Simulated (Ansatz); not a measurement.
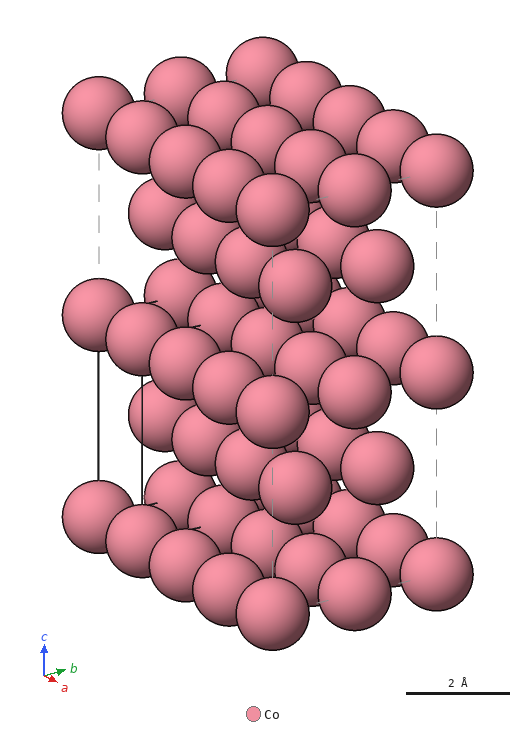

Structure drawing (spheres-only), viewed slightly off an axis. The structure is repeated 4×2×2 times; solid lines mark one unit cell.

Co, a = 2.49 Å, b = 2.49 Å, c = 4.03 Å, α = 90.00°, β = 90.00°, γ = 120.00°.

Run with Ansatz, DFT PBE, scalar-relativistic, plane waves, PAW and these settings: E_cut = 420 eV, Brillouin-zone sampling on an 18×18×8 mesh, Gaussian smearing of 0.15 eV, collinear spins. The state is ferromagnetic, in a cell of 2 atoms.

How large a gap does the method give, if there is one?

A metal: bands cross the Fermi level.

Would the cell expand or shrink if it could?

The computed pressure is 9.6 GPa (compressed: it would expand). The stress isn't hydrostatic: its largest component is 17.2 GPa.

The model was built from a structure listed in the Materials Project. The cell was then strained or its atoms displaced on purpose. It went into a calculation with Ansatz.

At this level of theory the cell isn't at rest (compressed, at 10 GPa and forces up to 2.5 eV/Å), so its distances can differ from those at equilibrium, the more so the softer the solid, and its magnetic state may change on relaxation.
